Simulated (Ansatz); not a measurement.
System: MnO, space group Fm-3m (No. 225).

Starting cell:
```yaml
crystal:
  lattice:
    - [0.00000, 2.22391, 2.22391]
    - [2.22391, 0.00000, 2.22391]
    - [2.22391, 2.22391, 0.00000]
  atoms:
    - { symbol: Mn, position: [0.00000, 0.00000, 0.00000] }
    - { symbol: O, position: [0.50000, 0.50000, 0.50000] }
```

Calculation (Ansatz 0.2.0): plane-wave DFT, collinear spins; energies at scaled volumes of the given cell, shape and fractions fixed, counted from the fit's minimum, third-order Birch-Murnaghan fit. Level: B3LYP5, collinear spin.

- k mesh: 5×5×5
- occupations: Fermi–Dirac
- smearing width: 0.05 eV
- potentials: Ansatz PAW
- wave cutoff: 420 eV
- density cutoff: 1680 eV

Describe the result: the energy and pressure against volume. The volume takes the values 10.34, 10.56, 10.78, 11.00, 11.22, 11.44, 11.66 Å³/atom.

A third-order Birch–Murnaghan fit gives V0 = 11.38 Å³/atom, B0 = 156 GPa and B′ = 3.7. The energy is 53.61 meV/atom at volume 10.34 Å³/atom and 3.20 meV/atom at 11.66 Å³/atom; the lowest computed point is at volume 11.44 Å³/atom (0.23 meV/atom), in a single well. The pressure falls from 18.04 GPa at volume 10.34 Å³/atom to −3.56 GPa at 11.66 Å³/atom, and changes sign near 11.38 Å³/atom.

```
volume (Å³/atom)  energy (meV/atom)  pressure (GPa)
           10.34              53.61           18.04
           10.56              32.24           13.43
           10.78              16.88            9.27
           11.00               6.25            5.57
           11.22               1.18            2.21
           11.44               0.23           -0.82
           11.66               3.20           -3.56
```

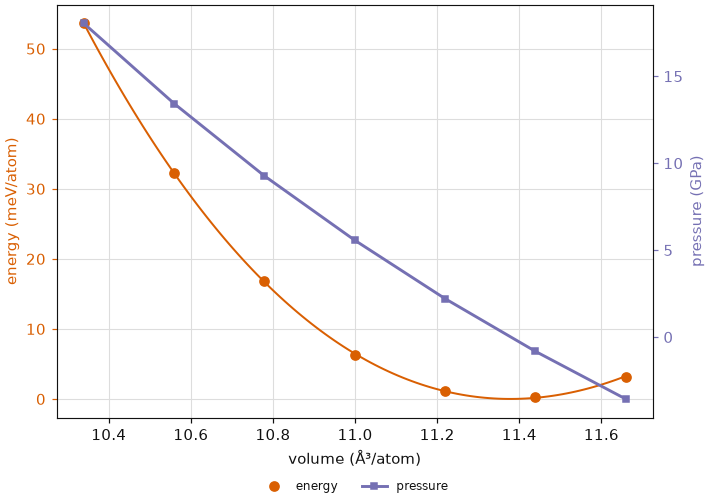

Note: coarse k mesh; the functional was run on potentials made for another functional; state may lie high.
